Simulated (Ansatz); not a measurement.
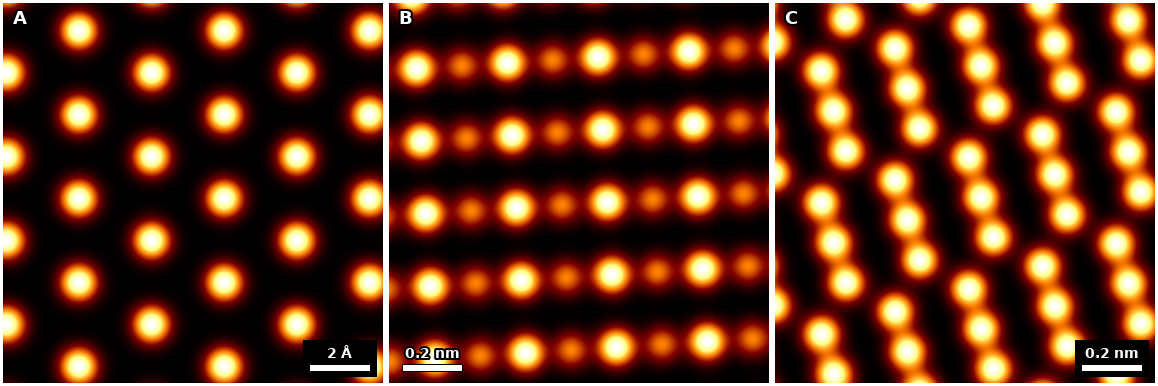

Three views of Zr (P6/mmm, No. 191) along different zone axes. Simulated incoherent Z contrast: every atom adds Z^1.7 spread by a probe of 1.00 Å full width; channelling and multiple scattering are left out. Structure used: coordinates from a relaxation with DFT PBEsol, scalar-relativistic, plane waves, PAW in Ansatz 0.2.0; the starting structure was generated, so it need not be a known form of this composition.

```
CELL_PARAMETERS angstrom
4.97150 0.00000 0.00000
-2.48575 4.30544 0.00000
0.00000 0.00000 3.11141
ATOMIC_POSITIONS crystal
Zr 0.00000 0.00000 0.00000
Zr 0.33333 0.66667 0.50000
Zr 0.66667 0.33333 0.50000
```

> Match the panels to the zone axes [001], [101] and [210].

A is [001]: projected cell 2.87 × 2.87 Å, 120°, plane group p6mm. B is [210]: projected cell 2.49 × 3.11 Å, 90°, plane group p2mm. C is [101]: projected cell 2.64 × 4.50 Å, 107°, plane group c2mm.
